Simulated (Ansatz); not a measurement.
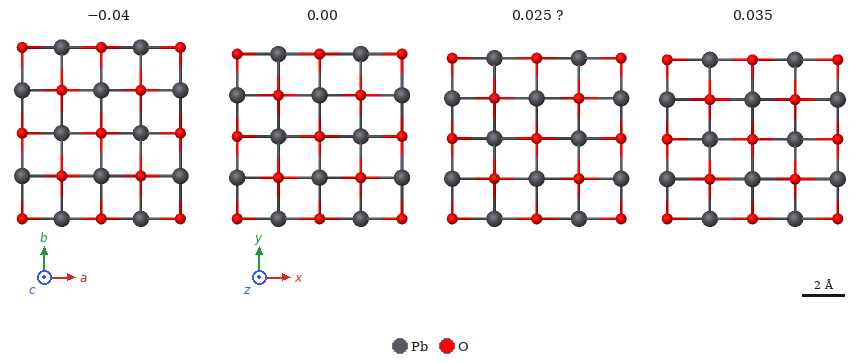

A scan of a crystal of PbO (P4/nmm): the cell is strained along x and oppositely along y, with the atoms kept at their fractional coordinates. x, y and z are the Cartesian axes of the input. A ball-and-stick model of the cell of the calculation, repeated 2 × 2 × 2 with one cell outlined, seen along the c axis.

Computed with Ansatz, DFT PBEsol, scalar-relativistic, plane waves, PAW. Set-up: plane-wave cutoff 420 eV; k-point mesh 8 × 8 × 6; occupations gaussian; smearing width 0.05 eV; no spin polarisation. Energies (free energies at the smearing named) are counted from the cell as listed in its source, which wasn't relaxed.

| strain | energy change (meV/atom) |
| --- | --- |
| −0.040 | 14.6 |
| −0.020 | 3.6 |
| 0.000 | 0.0 |
| 0.005 | 0.2 |
| 0.010 | 0.9 |
| 0.015 | 2.0 |
| 0.025 | ? |
| 0.030 | 8.1 |
| 0.035 | 11.1 |

Estimate the missing energy from the other rows, and compare with the calculation.

A straight line between the two neighbours gives 6.1 meV/atom. A cubic through the four nearest rows (0.010, 0.015, 0.030, 0.035) gives, with Lagrange weights, (−0.2000)(0.9) + (0.5000)(2.0) + (1.0000)(8.1) + (−0.3000)(11.1) = 5.6 meV/atom. The calculation gives 5.6 meV/atom, so the cubic is right to the digits shown and the straight line 0.5 meV/atom too high, as the curve bends upwards here.

The whole profile:

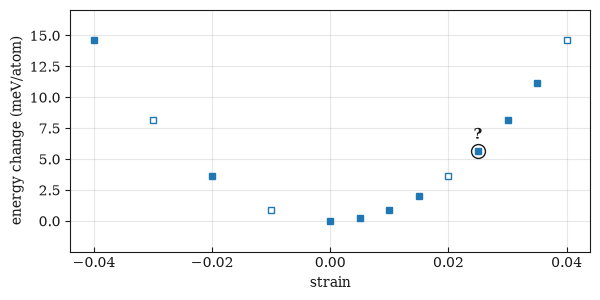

Limits of the set-up: layers or molecules are held without a dispersion correction, so their spacing is unreliable.
